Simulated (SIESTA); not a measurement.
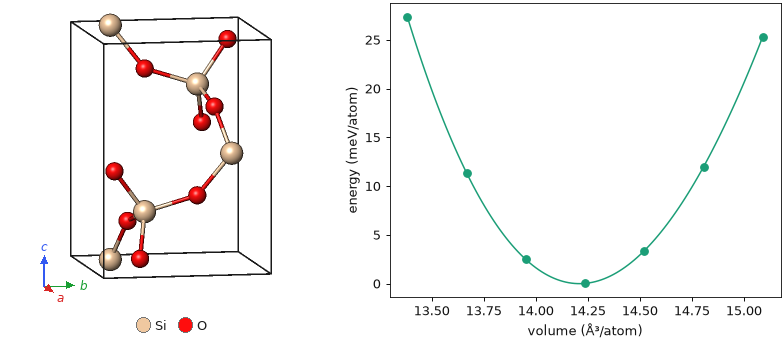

The picture above shows the energy against volume for SiO₂, space group P4_32_12 (No. 96). The conventional cell is drawn beside the plot.

Starting cell:
```cif
data_structure
_symmetry_space_group_name_H-M 'P 1'
_symmetry_Int_Tables_number 1
_cell_length_a 4.9756
_cell_length_b 4.9756
_cell_length_c 6.9009
_cell_angle_alpha 90.000
_cell_angle_beta 90.000
_cell_angle_gamma 90.000
_cell_volume 170.84
loop_
_atom_site_label
_atom_site_type_symbol
_atom_site_fract_x
_atom_site_fract_y
_atom_site_fract_z
_atom_site_occupancy
Si1 Si 0.80325 0.80325 0.50000 1
Si2 Si 0.69675 0.30325 0.25000 1
Si3 Si 0.30325 0.69675 0.75000 1
Si4 Si 0.19675 0.19675 0.00000 1
O1 O 0.76176 0.11039 0.43204 1
O2 O 0.88961 0.23824 0.06796 1
O3 O 0.11039 0.76176 0.56796 1
O4 O 0.26176 0.38961 0.81796 1
O5 O 0.23824 0.88961 0.93204 1
O6 O 0.73824 0.61039 0.31796 1
O7 O 0.38961 0.26176 0.18204 1
O8 O 0.61039 0.73824 0.68204 1
```

How it was computed, with SIESTA 5.4.2: DFT in numerical atomic orbitals with pseudopotentials, no spin polarisation; energies at scaled volumes of the given cell, shape and fractions fixed, counted from the fit's minimum, third-order Birch-Murnaghan fit. Level: LDA.

- k mesh: 4×4×3
- occupations: Fermi–Dirac
- smearing width: 0.05 eV
- potentials: PseudoDojo 0.4 standard, converted to PSML, two zetas on semicore shells
- program settings: basis DZP, mesh cutoff 800 Ry

From this curve and the settings, what does the calculation give for the pressure at the same points?

The pressure falls from 11.16 GPa at volume 13.38 Å³/atom to −8.76 GPa at 15.09 Å³/atom, and changes sign near 14.21 Å³/atom.

| volume (Å³/atom) | pressure (GPa) |
| --- | --- |
| 13.38 | 11.16 |
| 13.67 | 6.95 |
| 13.95 | 3.14 |
| 14.24 | −0.30 |
| 14.52 | −3.41 |
| 14.81 | −6.22 |
| 15.09 | −8.76 |

Limits of the calculation: mulliken charges of long orbitals; shape and atomic fractions are frozen while scaling, which makes layered, chain and framework solids too stiff.
